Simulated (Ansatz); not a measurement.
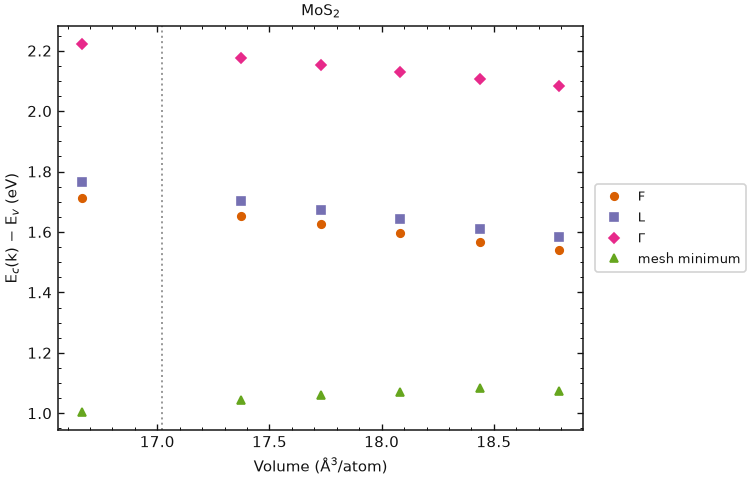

Lowest conduction level at each named k point, counted from the valence-band top at Z, and the lowest one over the whole k mesh (the mesh minimum, which lies off these points). In reduced coordinates of the cell that was run, F is (0.5, 0.5, 0), L is (0.5, 0, 0) and Z is (0.5, 0.5, 0.5). One run is left out (dotted line).

System: MoS2, space group R3m, 3 atoms in the primitive cell. The cell is scaled at fixed shape and fractional positions. At 17.73 Å³/atom, a = 3.160 Å, c = 18.450 Å (hexagonal axes). Level of theory: r2SCAN, Ansatz PAW, no spin polarisation, no spin-orbit coupling, 10×10×10 k mesh, 500 eV cutoff; code Ansatz 0.2.0.

```
       volume  F (eV)  L (eV)  Γ (eV)  mesh minimum (eV)  pressure (GPa)
16.66 Å³/atom    1.71    1.77    2.22               1.01            16.0
17.37 Å³/atom    1.65    1.70    2.18               1.04             7.7
17.73 Å³/atom    1.62    1.67    2.15               1.06             4.2
18.08 Å³/atom    1.60    1.64    2.13               1.07             1.0
18.44 Å³/atom    1.57    1.61    2.11               1.08            −1.9
18.79 Å³/atom    1.54    1.58    2.08               1.08            −4.5
```

Fill in the row for 17.02 Å³/atom.

Answer. Fits through the other points against the logarithm of the volume give 1.68 eV at F (a straight line), 1.74 eV at L (a straight line), 2.20 eV at Γ (a straight line) and 1.03 eV at the mesh minimum (a parabola). The run itself gives 1.68, 1.73, 2.20 and 1.03 eV, within 0.01 eV of the estimates.

What are the deformation potentials dE/d ln V?

Answer. Straight lines against ln V have slopes of −1.4 eV at F, −1.5 eV at L, −1.2 eV at Γ and +0.6 eV at the mesh minimum.

Spin-orbit coupling is left out, which matters for Mo. The PAW data sets were made with another functional. LDA, GGA and most meta-GGA functionals understate gaps.
